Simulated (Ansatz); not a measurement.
# Ag(110) / 3 layers Pd(110) / Ag(110): resistance against film thickness, part 3 of 3

How does the resistance across the layers grow with the film in Ag(110) / 3 layers Pd(110) / Ag(110)?

Ansatz 0.2.0; Ansatz plane-wave DFT, PBE, PAW files; ballistic transport by layer matching (Landauer), zero bias; PAW set soft_1.

So far. Step 5 (With 8 layers, k-mesh 13×9×1, film layers 8): The conductance of the junction is 5.3e14 S/m², 3.8 % under the 5.5e14 S/m² of the last finished run, within the error estimates, leads' steps apart, of 5.1 and 6.3 %.

**6. With 10 layers, k-mesh 13×9×1, film layers 10 (continued)**

Per spin. The transmission, zone mean by energy, zero at the Fermi level:

| energy (eV) | transmission, zone mean |
| --- | --- |
| -0.270 | 0.759 |
| -0.234 | 0.787 |
| -0.198 | 0.801 |
| -0.162 | 0.822 |
| -0.126 | 0.768 |
| -0.090 | 0.798 |
| -0.054 | 0.796 |
| -0.018 | 0.773 |
| 0.018 | 0.789 |
| 0.054 | 0.812 |
| 0.090 | 0.839 |
| 0.126 | 0.848 |
| 0.162 | 0.889 |
| 0.198 | 0.915 |
| 0.234 | 0.932 |
| 0.270 | 0.945 |

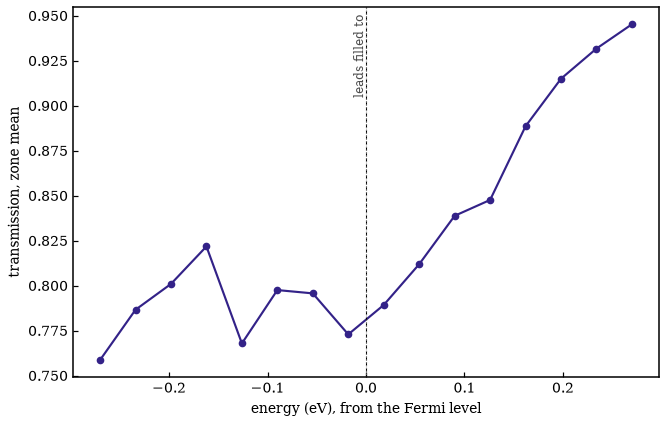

Transmission, zone mean, plotted against energy.

The conductance of the junction is 5.2e14 S/m², 1.4 % under the 5.3e14 S/m² of the last finished run, within the error estimates, leads' steps apart, of 6.3 and 5.3 %.

**7. All levels side by side**

Times are for 4 threads of Arm Neoverse V1, shared host. The runs compared:

| no. | film layers | area resistance that the stack adds (contact term taken off, spin by spin) (fΩ m²) | conductance of the junction (S/m²) | time | memory (GiB) |
| --- | --- | --- | --- | --- | --- |
| 1 | 3 | 0.6897 | 5.58e14 | 9.9 min | 2.6 |
| 2 | 5 | 0.5634 | 5.98e14 | 5.6 min | 2.2 |
| 3 | 6 | 0.7106 | 5.51e14 | 5.8 min | 2.1 |
| 4 | 8 | 0.7796 | 5.30e14 | 6.8 min | 2.5 |
| 5 | 10 | 0.8121 | 5.22e14 | 7.7 min | 2.9 |

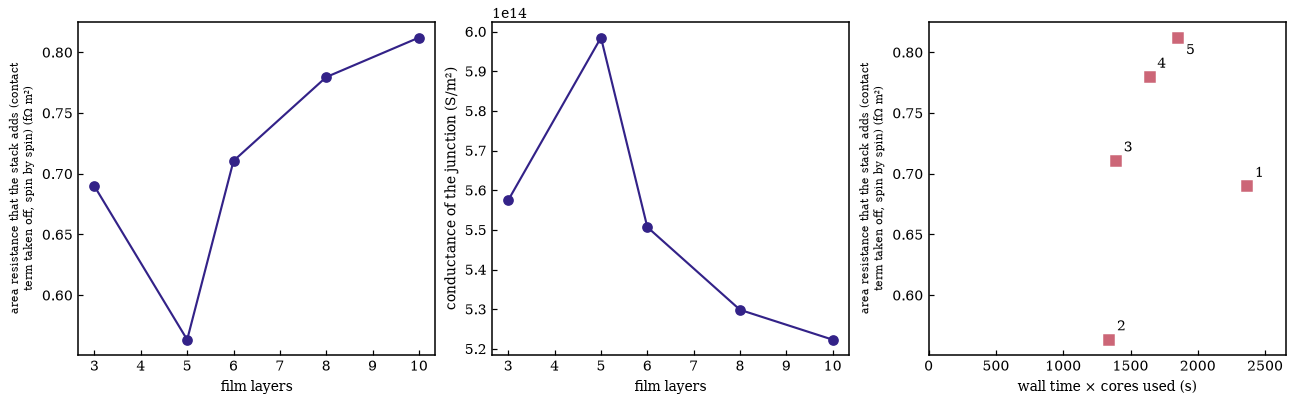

The series as plots; the last panel sets the first result against cost, with the runs numbered as in the table.

**8. With 5 layers**

This step: Ansatz plane-wave DFT, PBE, PAW files; ballistic transport by layer matching (Landauer), zero bias; changed: accuracy = "many", scf.max_iter = 80 (Ansatz 0.2.0).

System of this step: Ag(110) / 5 layers Pd(110) / Ag(110). The cell holds 18 atoms: 13 Ag and 5 Pd. Its edges and angles: a = 2.889 Å, b = 4.086 Å, c = 25.012 Å, α = 90.0°, β = 90.0°, γ = 90.0°. It derives from Ag and Pd. Regions: lead, 13 atoms (13 Ag); films, 5 atoms (5 Pd). The structure is stacked along c, and the current runs across the ab planes.

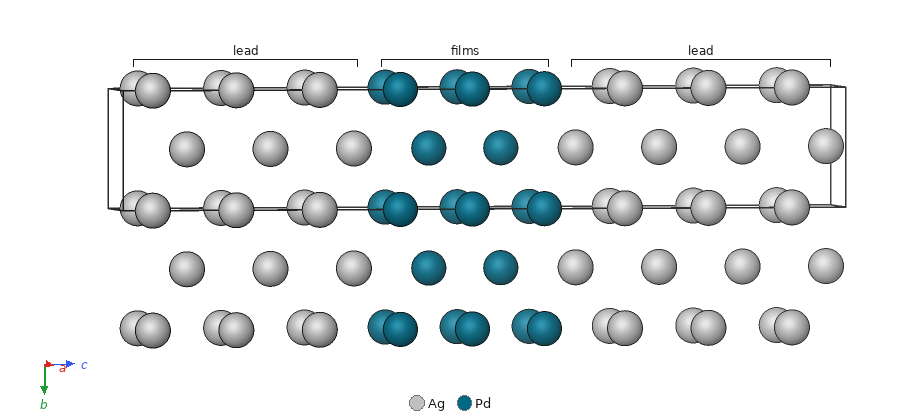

The cell of this step (silver light grey, palladium blue). 1×2×1 cells are drawn. Some periodic images of atoms are drawn too.

The input, input.yaml:

```yaml
crystal:
  lattice:
    - [2.8893797293, 0.0, 0.0]
    - [0.0, 4.0862, 0.0]
    - [0.0, 0.0, 25.012109372]
  atoms:
    - { symbol: Ag, position: [0.0, 0.0, 0.0288798086] }
    - { symbol: Ag, position: [0.5, 0.5, 0.0866394259] }
    - { symbol: Ag, position: [0.0, 0.0, 0.1443990432] }
    - { symbol: Ag, position: [0.5, 0.5, 0.2021586605] }
    - { symbol: Ag, position: [0.0, 0.0, 0.2599182778] }
    - { symbol: Ag, position: [0.5, 0.5, 0.317677895] }
    - { symbol: Pd, position: [0.0, 0.0, 0.3714702012] }
    - { symbol: Pd, position: [0.5, 0.5, 0.4212951963] }
    - { symbol: Pd, position: [0.0, 0.0, 0.4711201914] }
    - { symbol: Pd, position: [0.5, 0.5, 0.5209451864] }
    - { symbol: Pd, position: [0.0, 0.0, 0.5707701815] }
    - { symbol: Ag, position: [0.5, 0.5, 0.6245624877] }
    - { symbol: Ag, position: [0.0, 0.0, 0.682322105] }
    - { symbol: Ag, position: [0.5, 0.5, 0.7400817222] }
    - { symbol: Ag, position: [0.0, 0.0, 0.7978413395] }
    - { symbol: Ag, position: [0.5, 0.5, 0.8556009568] }
    - { symbol: Ag, position: [0.0, 0.0, 0.9133605741] }
    - { symbol: Ag, position: [0.5, 0.5, 0.9711201914] }
kpoints:
  mp_grid: { grid: [13, 9, 1] }
hamiltonian:
  xc: pbe
  pseudopotentials: { kind: paw, azcp: { folder: soft_1 } }
scf:
  occupations: { method: fermi_dirac, width: 0.1 }
  max_iter: 80
output:
  transmission:
    leads: [[0, 1]]
    kmesh: [26, 18]
    e_range: [-0.27, 0.27]
    de: 0.036
  write_potential: true
  write_density: true
  volumetric_format: npy
accuracy: many
```

Command:

```
> ansatz run input.yaml --threads 4 --pin off --max-ram 8192MiB --backend cpu --events-out ev --progress --plain --runs-dir out
```

Numbers of over 12 decimals in the logs are rounded to 6 here.

Output:

```text
Error: YAML parse error: error: line 42 column 1: unknown variant `many`, expected one of low, medium, high
  --> <input>:42:1
   |
40 |   write_density: true
41 |   volumetric_format: npy
42 | accuracy: many
   | ^ unknown variant `many`, expected one of low, medium, high
```

Wall time 0.02 s (4 threads of Arm Neoverse V1, shared host); peak memory 0.023 GiB.

The input was rejected at the start.

The program's message: “Error: YAML parse error: error: line 42 column 1: unknown variant `many`, expected one of low, medium, high”

The change that led to it: accuracy = "many".

**9. Summary of results**

- area resistance, 3 layers: 0.690 fΩ m²
- area resistance, 5 layers: 0.563 fΩ m²
- area resistance, 6 layers: 0.711 fΩ m²
- area resistance, 8 layers: 0.780 fΩ m²
- area resistance, 10 layers: 0.812 fΩ m²

In words: The stack adds 0.69 fΩ m² with 3 layers and 0.81 fΩ m² with 10. From 5 to 10 layers it grows by 44 %, though no single step exceeds the two runs' error estimates together; nothing scatters inside a perfect film, so this is no ohmic growth. Atoms sit on ideal sites and aren't relaxed. Pd(110) is stretched by 5.0 % in plane to fit Ag(110), at its own atomic volume.

[Logs are printed without paths, hosts, clocks, repeated set-up lines and the standing remarks that a program may print on its own settings, such as how far it seeks lower states.]

[Hosts, paths, dates, database ids (printed as entryN), source tags and the programs' standing remarks are cut or masked in the printed files.]
